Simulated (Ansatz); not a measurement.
## Geometry relaxation, with input and output: Ta4N3 (part 1 of 2)

- system: Ta4N3 (I4/mmm, 7 atoms in the cell)
- method: DFT r2SCAN, scalar-relativistic, plane waves, PAW, no spin polarisation (Ansatz 0.2.0)

The structure derives from a Materials Project entry. It belongs to a series of runs on one base structure; here: volume × 1.10, shape and atoms relaxed. Figures and captions count atoms from 1; the log counts them from 0 in places.

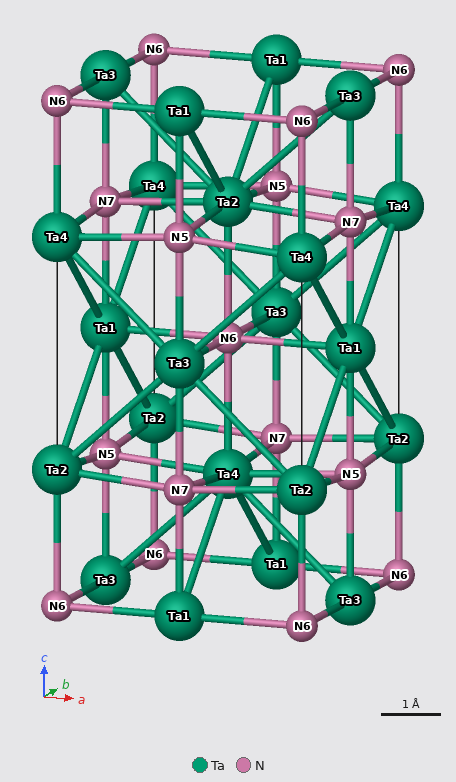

Fig. 1: The structure as given in the input (ball-and-stick view of the cell 2 times as large as that of the calculation, set on its symmetry axes, seen slightly off an axis; atoms are numbered from 1 in the order of the input). An atom can appear more than once, as a periodic image.

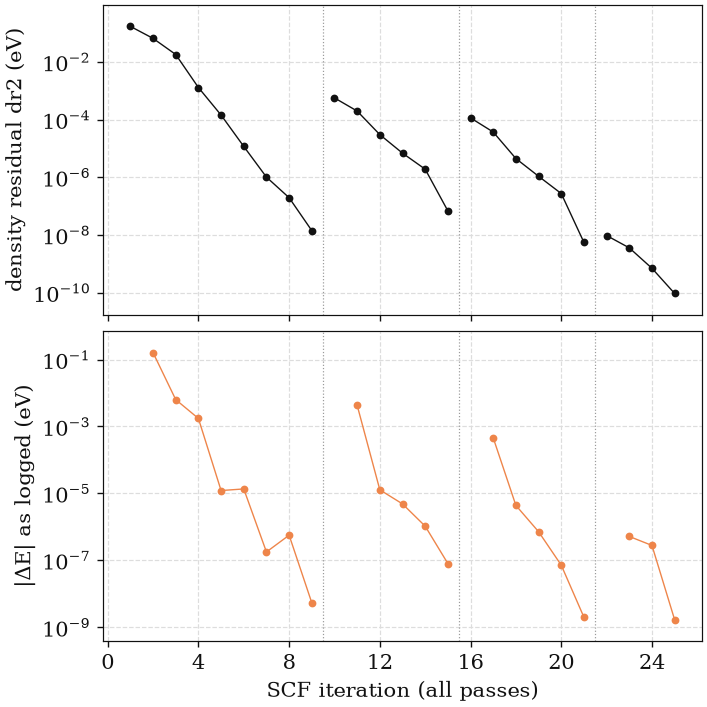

Fig. 2: Convergence of the self-consistent field: density residual dr2 and size of the energy change against the SCF iteration. The dotted lines part the SCF passes of the relaxation: geometry steps, rejected trials and re-solves on a re-selected basis. The passes take 9, 6, 6 and 4 iterations.

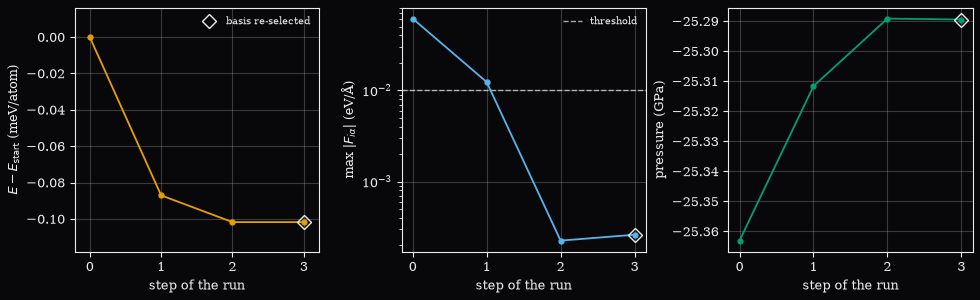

Fig. 3: Progress of the relaxation, step by step (the first geometry is step 0 here and step 1 in the log). After 2 geometry steps the energy has fallen by 0.1 meV per atom. The largest force component goes from 0.061 to 0.00026 eV/Å. Pressure: −25.36 GPa at the start and −25.29 GPa at the end. The largest moves relative to the cell, 0.011 Å, are those of Ta2 and Ta4. N stays in place. Distances before and after: Ta2–N6 2.388 → 2.401 Å, Ta1–Ta2 3.046 → 3.039 Å. The space group stays I4/mmm (No. 139). A last SCF at the same geometry on a re-selected plane-wave basis shifts the energy by next to nothing (0.0 meV per atom). (Atoms are counted from 1 in the order of the input.)

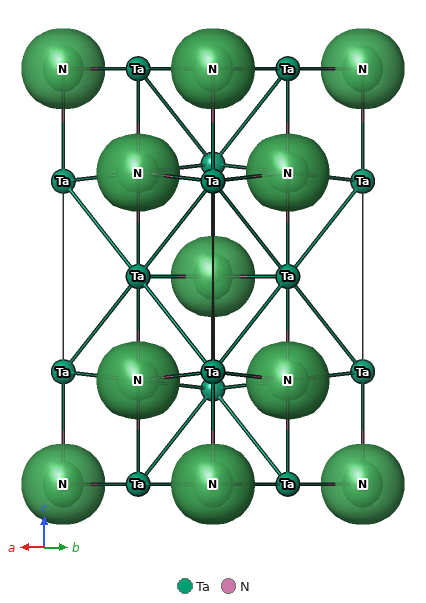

Fig. 4: Isosurface of the ELF at 0.7 (green), seen along [110]. Only the valence region is drawn (cores and ρ < 0.01 e/Å³ removed). Sticks mark near contacts. The outline is the cell set on symmetry axes. Values along the shortest contacts: Ta–N (2.22 Å): the ELF is about 0.15 at the midpoint (a polar contact without a shared pair, in a metal). Ta–Ta (3.04 Å): the ELF is about 0.40 at the midpoint (no shared electron pair). Core electrons are frozen (PAW), so the fields are smoothed inside the atomic spheres.

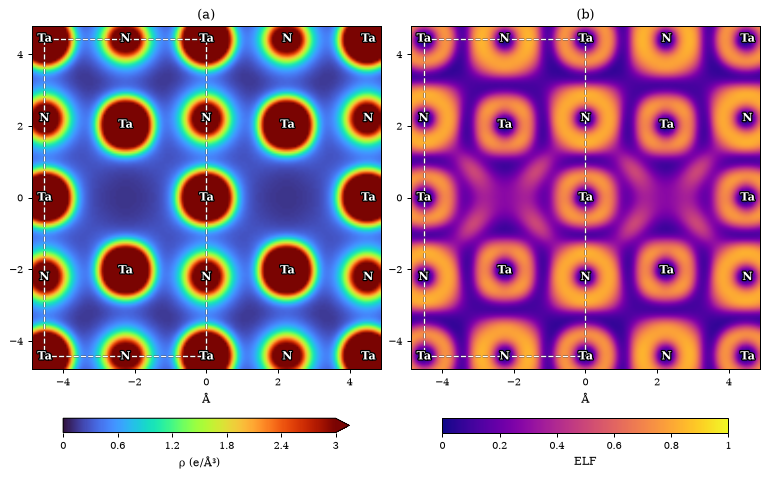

Fig. 5: (a) valence pseudo-density; (b) electron localisation function on the (010) plane of the conventional cell. The section cuts through Ta and N sites. Ta–N (2.22 Å): the density is about 0.51 e/Å³ at the midpoint; the ELF is about 0.15 at the midpoint; no shared pair; the contact is polar. Ta–Ta (3.04 Å): ρ at the midpoint is about 0.28 e/Å³; the ELF is about 0.40 at the midpoint (no shared electron pair). Ta–N (2.26 Å): ρ at the midpoint is about 0.49 e/Å³; the ELF is about 0.20 at the midpoint (no shared pair; the contact is polar). Ta–N (2.40 Å): ρ is about 0.36 e/Å³ halfway; the ELF is about 0.15 at the midpoint (no shared pair; the contact is polar). Away from the nuclei the density in this plane falls to 0.14 e/Å³ at its lowest. The strong features right at Ta lie inside the PAW spheres (semicore, d or f shells) and say nothing about bonding.

The input that produced these results follows, with the program's output.

The input:
```yaml
crystal:
  lattice:
    - [-2.260152748, 2.260152748, 4.4308977757]
    - [2.260152748, -2.260152748, 4.4308977757]
    - [2.260152748, 2.260152748, -4.4308977757]
  atoms:
    - { symbol: Ta, position: [0.0, 0.5, 0.5] }
    - { symbol: Ta, position: [0.2695127107, 0.2695127107, 0.0] }
    - { symbol: Ta, position: [0.5, 0.0, 0.5] }
    - { symbol: Ta, position: [0.7304872893, 0.7304872893, 0.0] }
    - { symbol: "N", position: [0.75, 0.25, 0.5] }
    - { symbol: "N", position: [0.0, 0.0, 0.0] }
    - { symbol: "N", position: [0.25, 0.75, 0.5] }
basis:
  ecutwfc: 500
kpoints:
  mp_grid: { grid: [12, 12, 12] }
hamiltonian:
  xc: r2scan
scf:
  occupations: { method: gaussian, width: 0.1 }
output:
  forces: true
  stress: true
  eigenvalues: true
  write_density: true
  write_potential: true
  elf: true
  volumetric_format: npy
relax:
  adjacent_minimum: "off"
  f_tol: 0.01
  max_steps: 30
  cell: { stress_tol: 0.1, fix: [volume] }
```

Launched with:
```bash
ansatz run input.yaml --threads 2 --pin off --max-ram 5120MiB --backend cpu --events-out ev --progress --plain --runs-dir out
```

Output:
```
Engine: ansatz 0.2.0, x86_64-unknown-linux-gnu
Pseudopotentials: kind: paw
Pseudopotential: Ta, paw, valence charge 13, recommended cutoff 500 eV (meta_gga), Ta.paw.azcp
Pseudopotential: N, paw, valence charge 5, recommended cutoff 500 eV (meta_gga), N.paw.azcp
Functional definition: r2SCAN
  parameter k0 = 0.174
  parameter k1 = 0.065
  parameter a1 = 4.9479
  exchange = r2scan_x(k0 = k0, k1 = k1, a1 = a1)
  correlation = r2scan_c
Crystal: 7 atoms, lattice volume = 90.537 Å³
Basis set: ecut = 500 eV, 2301 PW (Γ), exchange–correlation on 160×160×160 points (64 copies of the dense FFT grid, shifted against one another)
Bands: 41, of which v1, the nominal top of the filled ones, is band 34 counted from 1 (33 counted from 0)
Symmetry: 16 space group operations
Space group: I4/mmm (ITA 139), of the structure as read, at distance tolerance 4.5e-5 Å
k-points: 163 of 1728
Non-local potential: Ta, projectors of the file, l = 0: 3, l = 1: 2, l = 2: 2, l = 3: 1
Non-local potential: N, projectors of the file, l = 0: 2, l = 1: 2, l = 2: 1
PAW form: soft (Blöchl's): semilocal exchange-correlation on the pseudo side does not see the compensation charge
PAW frozen core: Ta, regenerated for the run's functional (the file was generated under x = pbe(κ = 0.804, μ = 0.2195149727645171), c = pbe(β = 0.06672455060314922))
PAW frozen core: N, regenerated for the run's functional (the file was generated under x = pbe(κ = 0.804, μ = 0.2195149727645171), c = pbe(β = 0.06672455060314922))
PAW one-centre angular grid: Ta, 590 points (default); XC on 160 Gauss nodes
PAW one-centre angular grid: N, 302 points (default); XC on 160 Gauss nodes
Initial density: superposition of atomic densities (neutral atoms: chi_scale 0, normalization atom), corrected by the library's trained network
Initial wavefunctions: pseudopotential atomic-orbital guess
Functional: x = r2scan, c = r2scan; τ floored in thin density (d = 2e-4 eV/Å³)
SCF iter   1: F=—  HF=-40938.290530 eV  |F-HF|=—  |Δ(HF+E_count)|=         —  Δρ=1.27e-2  dr2=1.70e-1  dr2_τ=3.11e-1  ethr=1.77e-3  ⟨swp⟩=5.3  Hψ=26254  notcnv=0
preconditioner: auto → Kerker (q_TF=auto, 2.595 Å⁻¹)  [metal: Δε(μ)=0.004 eV  Ē_g=8.784 eV  σ=0.100 eV  W_gap=0.02  n_scr=30 (ndim 8)  ℏωp=23.1 eV  f_vac=0.000  D(μ)=2.01/eV (n_scr^D=14)]
SCF iter   2: F=—  HF=-40938.451454 eV  |F-HF|=—  |Δ(HF+E_count)|=   1.61e-1  Δρ=8.64e-3  dr2=6.52e-2  dr2_τ=3.43e-3  ethr=2.53e-4  ⟨swp⟩=2.0  Hψ=11524  notcnv=0  defer=383
SCF iter   3: F=—  HF=-40938.457803 eV  |F-HF|=—  |Δ(HF+E_count)|=   6.35e-3  Δρ=3.40e-3  dr2=1.80e-2  dr2_τ=3.80e-3  ethr=9.73e-5  ⟨swp⟩=2.0  Hψ=9272  notcnv=0  defer=383
SCF iter   4: F=—  HF=-40938.456066 eV  |F-HF|=—  |Δ(HF+E_count)|=   1.74e-3  Δρ=9.43e-4  dr2=1.29e-3  dr2_τ=1.63e-4  ethr=2.68e-5  ⟨swp⟩=2.0  Hψ=8794  notcnv=0  defer=383
SCF iter   5: F=—  HF=-40938.456054 eV  |F-HF|=—  |Δ(HF+E_count)|=   1.22e-5  Δρ=3.55e-4  dr2=1.43e-4  dr2_τ=7.59e-6  ethr=1.92e-6  ⟨swp⟩=2.1  Hψ=8826  notcnv=0  defer=383
SCF iter   6: F=—  HF=-40938.456067 eV  |F-HF|=—  |Δ(HF+E_count)|=   1.36e-5  Δρ=1.23e-4  dr2=1.17e-5  dr2_τ=2.47e-6  ethr=2.13e-7  ⟨swp⟩=2.0  Hψ=9812  notcnv=0  defer=383
SCF iter   7: F=—  HF=-40938.456067 eV  |F-HF|=—  |Δ(HF+E_count)|=   1.78e-7  Δρ=3.86e-5  dr2=1.01e-6  dr2_τ=8.27e-8  ethr=1.75e-8  ⟨swp⟩=2.0  Hψ=9414  notcnv=0  defer=388
SCF iter   8: F=—  HF=-40938.456068 eV  |F-HF|=—  |Δ(HF+E_count)|=   5.65e-7  Δρ=1.49e-5  dr2=1.95e-7  dr2_τ=2.13e-8  ethr=1.50e-9  ⟨swp⟩=2.2  Hψ=10429  notcnv=0  defer=388
SCF iter   9: F=-40938.456068 eV  HF=-40938.456068 eV  |F-HF|=4.57e-9  |Δ(HF+E_count)|=   5.39e-9  Δρ=3.62e-6  dr2=1.41e-8  dr2_τ=1.52e-9  ethr=1.49e-10  ⟨swp⟩=15.9  Hψ=48077  notcnv=0
SCF 1 converged in 9 iterations: F = -40938.456068 eV  dr2 = 1.41e-8
  greatest PAW one-centre occupation: 0.998 electrons in one spin orbital (limit 2), on the Ta atom at site 3 (counted from 0), in its partial waves of l = 0
relax step   1: F+E_penalty+E_count = -40938.45606797 eV  Δ(F+E_penalty+E_count) = +0.000e0 eV  max|allowed force component| = 6.127e-2 eV/Å  Δτ_max = 0.0000 Å  P = -25.363 GPa  Ω = 90.537 Å³  fix = [volume]  reactions: volume -25.363 GPa  (9 SCF iters, dr2 threshold 1.00e-7 eV, accepted)
Initial density: handed on by an earlier stage of this run
Initial wavefunctions: those handed on with the density
iter 1 solved again at ethr=9.36e-7 eV; its pass at ethr=3.10e-3 eV (dr2=6.27e-4 eV) is discarded
SCF iter   1: F=—  HF=-40938.452375 eV  |F-HF|=—  |Δ(HF+E_count)|=         —  Δρ=8.22e-4  dr2=5.63e-4  dr2_τ=1.00e-2  ethr=9.36e-7  ⟨swp⟩=2.2  Hψ=29704  notcnv=0
preconditioner: auto → Kerker (q_TF=auto, 2.595 Å⁻¹)  [metal: Δε(μ)=0.007 eV  Ē_g=8.741 eV  σ=0.100 eV  W_gap=0.04  n_scr=30 (ndim 8)  ℏωp=23.1 eV  f_vac=0.000  D(μ)=2.07/eV (n_scr^D=14)]
SCF iter   2: F=—  HF=-40938.456670 eV  |F-HF|=—  |Δ(HF+E_count)|=   4.30e-3  Δρ=4.98e-4  dr2=1.97e-4  dr2_τ=4.95e-6  ethr=8.41e-7  ⟨swp⟩=2.0  Hψ=12158  notcnv=0
SCF iter   3: F=—  HF=-40938.456683 eV  |F-HF|=—  |Δ(HF+E_count)|=   1.28e-5  Δρ=1.57e-4  dr2=3.00e-5  dr2_τ=4.49e-6  ethr=2.94e-7  ⟨swp⟩=2.0  Hψ=8920  notcnv=0
SCF iter   4: F=—  HF=-40938.456678 eV  |F-HF|=—  |Δ(HF+E_count)|=   4.86e-6  Δρ=5.78e-5  dr2=6.84e-6  dr2_τ=4.61e-7  ethr=4.48e-8  ⟨swp⟩=2.0  Hψ=9169  notcnv=0
SCF iter   5: F=—  HF=-40938.456677 eV  |F-HF|=—  |Δ(HF+E_count)|=   1.05e-6  Δρ=4.34e-5  dr2=1.90e-6  dr2_τ=9.38e-8  ethr=1.02e-8  ⟨swp⟩=2.1  Hψ=8396  notcnv=0
SCF iter   6: F=-40938.456677 eV  HF=-40938.456677 eV  |F-HF|=1.08e-8  |Δ(HF+E_count)|=   8.03e-8  Δρ=7.65e-6  dr2=6.81e-8  dr2_τ=6.30e-9  ethr=3.50e-10  ⟨swp⟩=9.2  Hψ=51044  notcnv=0
SCF 2 converged in 6 iterations: F = -40938.456677 eV  dr2 = 6.81e-8
relax step   2: F+E_penalty+E_count = -40938.45667656 eV  Δ(F+E_penalty+E_count) = -6.086e-4 eV  max|allowed force component| = 1.236e-2 eV/Å  Δτ_max = 0.0083 Å  P = -25.312 GPa  Ω = 90.537 Å³  energy of the carried Pulay correction = -2.072e-17 eV  fix = [volume]  reactions: volume -25.312 GPa  (6 SCF iters, dr2 threshold 2.35e-7 eV, accepted)
iter 1 solved again at ethr=1.69e-7 eV; its pass at ethr=3.10e-3 eV (dr2=1.13e-4 eV) is discarded
```
